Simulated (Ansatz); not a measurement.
System: Pt.

Input file:

```
crystal:
  lattice:
    - [2.3447586725, 0.0, 0.0]
    - [-1.1723793363, 2.5084136529, 0.0]
    - [0.0, 0.0, 4.7813829983]
  atoms:
    - { symbol: Pt, position: [0.6666666667, 0.3333333333, 0.75] }
    - { symbol: Pt, position: [0.3333333333, 0.6666666667, 0.25] }
basis:
  ecutwfc: 420
kpoints:
  mp_grid: { grid: [18, 18, 10] }
hamiltonian:
  xc: pbe
scf:
  occupations: { method: gaussian, width: 0.15 }
output:
  forces: true
  stress: true
  eigenvalues: true
  write_density: true
  write_potential: true
  elf: true
  volumetric_format: npy
```

Run with:

```sh
ansatz run input.yaml --threads 1 --pin off --max-ram 2048MiB --backend cpu --events-out ev --progress --plain --runs-dir out
```

Below, planes, directions and counts refer to the conventional cell (a = 2.34 Å, b = 5.02 Å, c = 4.78 Å, α = 90.00°, β = 90.00°, γ = 90.00°).

Space group Cmcm; a structure from a database of computed crystals, not necessarily the ambient phase; changed on purpose from its base cell (normal strain along x -0.1500, normal strain along y +0.0500); computed pressure about 60 GPa in this cell.

Method: Ansatz, DFT PBE, scalar-relativistic, plane waves, PAW.

Predict the valence pseudo-density and electron localisation function between the atoms.

Answer. Pt–Pt (2.34 Å): the density is about 0.84 e/Å³ at the midpoint; the ELF is about 0.30 at the midpoint.

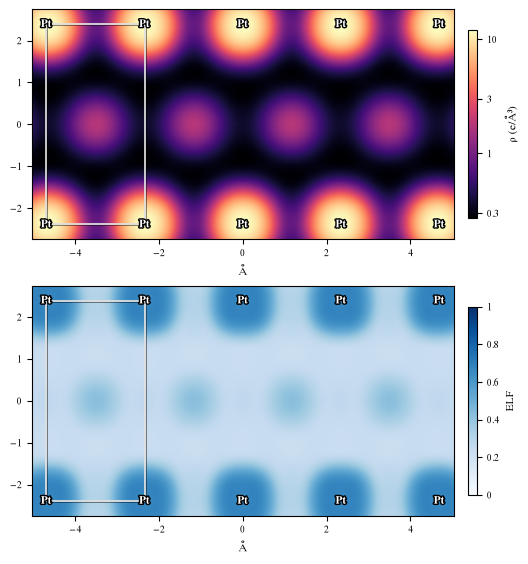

Computed valence pseudo-density and electron localisation function on the (010) plane of the conventional cell, in this order. Atoms just off the plane (Pt, 0.8 Å away) can leave unmarked features too.

Core electrons are frozen (PAW), and the valence fields are smoothed inside the atomic spheres.
